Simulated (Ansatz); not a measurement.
The structure in question:

```
CELL_PARAMETERS angstrom
3.19972 0.00000 0.00000
0.00000 3.19972 0.00000
0.00000 0.00000 3.07173
ATOMIC_POSITIONS crystal
Ti 0.00000 0.00000 0.00000
Al 0.50000 0.50000 0.50000
```

Characterise the structure given above.

Answer. Its composition is TiAl. The lattice is primitive tetragonal and the space group P4/mmm (No. 123). Cell content: 1 Ti, 1 Al, that is 1 formula unit.

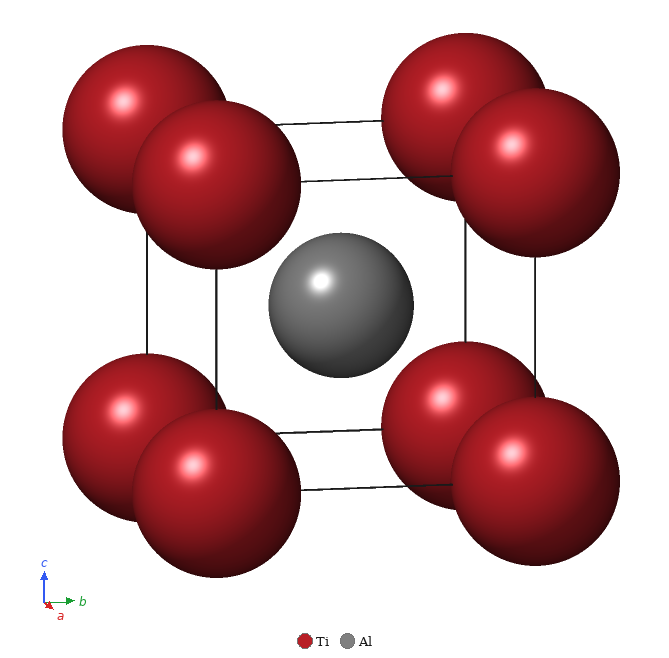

Spheres-only drawing of the structure, looking slightly off an axis. The frame is the conventional unit cell; atoms at its boundary are shown with their periodic copies. Colours: titanium red, aluminium grey.

Origin of the cell: a structure listed in the Materials Project. The cell was then strained or its atoms displaced on purpose. A calculation with Ansatz used it as input.
